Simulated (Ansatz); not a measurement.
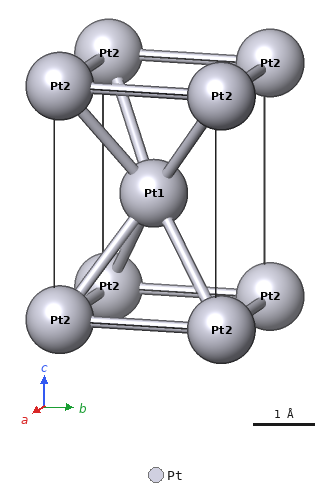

Fig. 1: The structure (ball-and-stick view of the cell of the calculation, seen slightly off an axis; atoms are numbered from 1 in the order of the input). An atom can appear more than once, as a periodic image.

## What a change does: single-point calculation on Pt

System: Pt (2 atoms in the cell).
Method of the first run: DFT PBE, scalar-relativistic, plane waves, PAW, PAW set soft_1, no spin polarisation (Ansatz 0.2.0).

The structure derives from an entry of the Crystallography Open Database. Text and figures count atoms from 1; the logs count them from 0 in places.

**Input, the first run**
```yaml
crystal:
  lattice:
    - [0.0, -1.9849647118, -1.9849647118]
    - [0.0, 1.9849647118, -1.9849647118]
    - [3.9699294236, 0.0, 0.0]
  atoms:
    - { symbol: Pt, position: [0.5359704128, 0.4760197248, 0.5] }
    - { symbol: Pt, position: [-0.0359704128, 0.0239802752, 0.0] }
basis:
  ecutwfc: 420
kpoints:
  mp_grid: { grid: [16, 16, 12] }
hamiltonian:
  xc: pbe
  pseudopotentials: { kind: paw, azcp: { folder: soft_1 } }
scf:
  occupations: { method: gaussian, width: 0.15 }
output:
  forces: true
  stress: true
  eigenvalues: true
```

Command:
```bash
ansatz run input.yaml --threads 2 --pin off --max-ram 4096MiB --backend cpu --events-out ev --progress --plain --runs-dir out
```

Hardware: 2 threads of Arm Neoverse N1, 98 GiB of memory available, shared host.

**Output, shortened to warnings, some set-up lines, iterations and results (the first run)**
```
Basis set: ecut = 420 eV, 633 PW (Γ), exchange–correlation on 40×40×54 points (8 copies of the dense FFT grid, shifted against one another)
Symmetry: 4 space group operations
k-points: 910 of 3072
Initial density: superposition of atomic densities (chi_scale 0.1, normalization cell)
[...]
SCF iter   1: F=—  HF=-25049.950742 eV  |F-HF|=—  |Δ(HF+E_count)|=         —  Δρ=8.45e-2  dr2=2.15e0  ethr=3.10e-3  ⟨swp⟩=4.1  Hψ=73446  notcnv=0
SCF iter   2: F=—  HF=-25049.450675 eV  |F-HF|=—  |Δ(HF+E_count)|=   5.00e-1  Δρ=4.47e-2  dr2=5.91e-1  ethr=3.10e-3  ⟨swp⟩=2.7  Hψ=36844  notcnv=0
SCF iter   3: F=—  HF=-25049.283235 eV  |F-HF|=—  |Δ(HF+E_count)|=   1.67e-1  Δρ=6.59e-3  dr2=6.82e-3  ethr=1.64e-3  ⟨swp⟩=2.0  Hψ=32330  notcnv=0
SCF iter   4: F=—  HF=-25049.284185 eV  |F-HF|=—  |Δ(HF+E_count)|=   9.50e-4  Δρ=1.09e-3  dr2=3.72e-4  ethr=1.89e-5  ⟨swp⟩=1.6  Hψ=30246  notcnv=0
SCF iter   5: F=—  HF=-25049.284213 eV  |F-HF|=—  |Δ(HF+E_count)|=   2.80e-5  Δρ=3.62e-4  dr2=2.96e-5  ethr=1.03e-6  ⟨swp⟩=2.1  Hψ=29631  notcnv=0
SCF iter   6: F=—  HF=-25049.284208 eV  |F-HF|=—  |Δ(HF+E_count)|=   5.27e-6  Δρ=5.78e-5  dr2=8.03e-7  ethr=8.22e-8  ⟨swp⟩=3.0  Hψ=38674  notcnv=0
SCF iter   7: F=-25049.284208 eV  HF=-25049.284208 eV  |F-HF|=4.75e-9  |Δ(HF+E_count)|=   1.49e-7  Δρ=1.02e-5  dr2=2.24e-8  ethr=2.78e-10  ⟨swp⟩=5.0  Hψ=78408  notcnv=0
SCF 1 converged in 7 iterations: F = -25049.284208 eV  dr2 = 2.24e-8
SCF converged after 7 iterations
Free energy (F): -25049.284208 eV
Harris-Foulkes:  -25049.284208 eV  (|F-HF|=4.75e-9)
Internal energy: -25049.238573 eV  (E = F + TS)
E sigma→0 (E₀):  -25049.261391 eV
Entropy (-TS):   -0.045634 eV (-22.817 meV/atom)
Fermi energy:    22.296493 eV
--- Per-component energies (eV) ---
  E_band       = -291.263288
  E_kinetic    = 1193.146366
  E_local      = -2962.598295  (includes V_loc(G=0)·N_el)
  E_nonlocal   = 407.627992
  E_hartree    = 1123.910497
  E_xc         = -464.389201
  E_vxc        = -542.411666  (∫ρ·V_xc dr)
  E_paw        = -18967.612447  (= ΣΔE_a)
  E_vpaw       = -634.845746  (= ΣTr[D̂ρ^β])
  E_aug_tail   = 0.002238  (compensation charges beyond the density's cutoff)
  E_ewald      = -5379.325723
  E_smearing   = -0.045634  (= −TS)
  E_closure    = 0.000000  (closes the sum)
  Σ components = -25049.284208   (vs F -25049.284208, Δ=0.00e0)
--- Forces (eV/Å), atoms counted from 1 ---
  atom   1  Pt     0.00000000     1.23021894     0.12980033
  atom   2  Pt     0.00000000    -1.23021894    -0.12980033
  max |Σ_I F_I| component: 0.00e0 eV/Å
--- Stress (GPa, compression-positive) ---
        6.613099       0.000000       0.000000
        0.000000       4.259465      -0.449829
        0.000000      -0.449829       0.122293
  P = ⅓ Tr σ = 3.6650 GPa (36.650 kbar)
```

The input of the second run differs as follows (lines with − go, lines with + come):
```diff
-    - { symbol: Pt, position: [0.5359704128, 0.4760197248, 0.5] }
-    - { symbol: Pt, position: [-0.0359704128, 0.0239802752, 0.0] }
+    - { symbol: Pt, position: [0.5419654816, 0.4940049312, 0.5] }
+    - { symbol: Pt, position: [-0.0419654816, 0.0059950688, 0.0] }
```

What does this change do to the results?

With the same functional and potentials, the second run lies 9.7 meV per atom lower. The pressure goes from 3.66 to 3.33 GPa. The largest force goes from 1.237 to 1.008 eV/Å. The number of SCF iterations is the same.

**Output, shortened to warnings, some set-up lines, iterations and results (the second run)**
```
Basis set: ecut = 420 eV, 633 PW (Γ), exchange–correlation on 40×40×54 points (8 copies of the dense FFT grid, shifted against one another)
Symmetry: 4 space group operations
k-points: 910 of 3072
Initial density: superposition of atomic densities (chi_scale 0.1, normalization cell)
[...]
SCF iter   1: F=—  HF=-25049.973519 eV  |F-HF|=—  |Δ(HF+E_count)|=         —  Δρ=8.48e-2  dr2=2.16e0  ethr=3.10e-3  ⟨swp⟩=4.1  Hψ=73475  notcnv=0
SCF iter   2: F=—  HF=-25049.470694 eV  |F-HF|=—  |Δ(HF+E_count)|=   5.03e-1  Δρ=4.48e-2  dr2=5.92e-1  ethr=3.10e-3  ⟨swp⟩=2.7  Hψ=36967  notcnv=0
SCF iter   3: F=—  HF=-25049.302709 eV  |F-HF|=—  |Δ(HF+E_count)|=   1.68e-1  Δρ=6.60e-3  dr2=6.85e-3  ethr=1.65e-3  ⟨swp⟩=2.0  Hψ=32311  notcnv=0
SCF iter   4: F=—  HF=-25049.303656 eV  |F-HF|=—  |Δ(HF+E_count)|=   9.47e-4  Δρ=1.09e-3  dr2=3.73e-4  ethr=1.90e-5  ⟨swp⟩=1.5  Hψ=29701  notcnv=0
SCF iter   5: F=—  HF=-25049.303685 eV  |F-HF|=—  |Δ(HF+E_count)|=   2.89e-5  Δρ=3.61e-4  dr2=2.93e-5  ethr=1.04e-6  ⟨swp⟩=2.2  Hψ=29860  notcnv=0
SCF iter   6: F=—  HF=-25049.303689 eV  |F-HF|=—  |Δ(HF+E_count)|=   4.48e-6  Δρ=5.96e-5  dr2=8.33e-7  ethr=8.14e-8  ⟨swp⟩=3.0  Hψ=38292  notcnv=0
SCF iter   7: F=-25049.303689 eV  HF=-25049.303689 eV  |F-HF|=4.78e-9  |Δ(HF+E_count)|=   1.43e-7  Δρ=1.24e-5  dr2=2.82e-8  ethr=2.78e-10  ⟨swp⟩=5.0  Hψ=78421  notcnv=0
SCF 1 converged in 7 iterations: F = -25049.303689 eV  dr2 = 2.82e-8
SCF converged after 7 iterations
Free energy (F): -25049.303689 eV
Harris-Foulkes:  -25049.303689 eV  (|F-HF|=4.78e-9)
Internal energy: -25049.260777 eV  (E = F + TS)
E sigma→0 (E₀):  -25049.282233 eV
Entropy (-TS):   -0.042912 eV (-21.456 meV/atom)
Fermi energy:    22.298921 eV
--- Per-component energies (eV) ---
  E_band       = -291.304272
  E_kinetic    = 1193.063153
  E_local      = -2961.563557  (includes V_loc(G=0)·N_el)
  E_nonlocal   = 407.597144
  E_hartree    = 1123.405520
  E_xc         = -464.376459
  E_vxc        = -542.394986  (∫ρ·V_xc dr)
  E_paw        = -18967.591534  (= ΣΔE_a)
  E_vpaw       = -634.815060  (= ΣTr[D̂ρ^β])
  E_aug_tail   = 0.002212  (compensation charges beyond the density's cutoff)
  E_ewald      = -5379.797256
  E_smearing   = -0.042912  (= −TS)
  E_closure    = 0.000000  (closes the sum)
  Σ components = -25049.303689   (vs F -25049.303689, Δ=0.00e0)
--- Forces (eV/Å), atoms counted from 1 ---
  atom   1  Pt     0.00000000     0.85131854     0.54018283
  atom   2  Pt     0.00000000    -0.85131854    -0.54018283
  max |Σ_I F_I| component: 1.11e-16 eV/Å
--- Stress (GPa, compression-positive) ---
        5.735531       0.000000       0.000000
        0.000000       2.743679      -1.146354
        0.000000      -1.146354       1.506858
  P = ⅓ Tr σ = 3.3287 GPa (33.287 kbar)
```

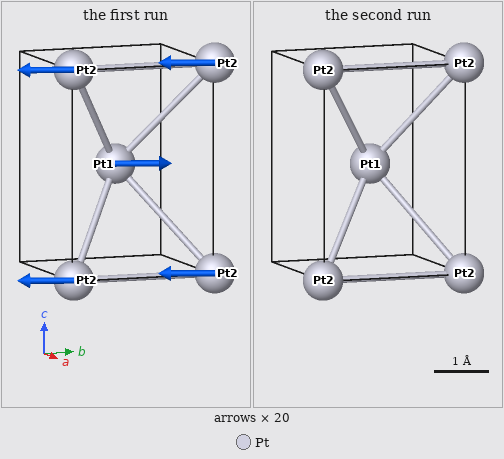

Fig. 2: The two input geometries at one scale (ball-and-stick view of the cell of the calculation, seen slightly off an axis). The blue arrows on the first give the shifts of the atoms relative to the cell, with their mean removed, magnified 20 times. The largest moves, 0.053 Å, are those of Pt1 and Pt2. (The mean shift of all atoms is removed.) The cell doesn't change. Among the contacts that change: Pt1–Pt2 2.784 → 2.715 Å.

**The two runs side by side**

| quantity | the first run | the second run |
| --- | --- | --- |
| outcome | converged | converged |
| free energy per atom (eV) | −12524.6421 | −12524.6518 |
| energy per atom, smearing taken to zero (eV) | −12524.6307 | −12524.6411 |
| gap on the mesh (eV) | 0.00 | 0.00 |
| pressure (GPa) | 3.66 | 3.33 |
| largest force (eV/Å) | 1.237 | 1.008 |
| SCF iterations | 7 | 7 |
| irreducible k-points | 910 | 910 |
| plane waves at Γ | 633 | 633 |
| wall time (shared host) | 25 s | 24 s |

For both runs: Spin–orbit coupling is left out, which matters for Pt.
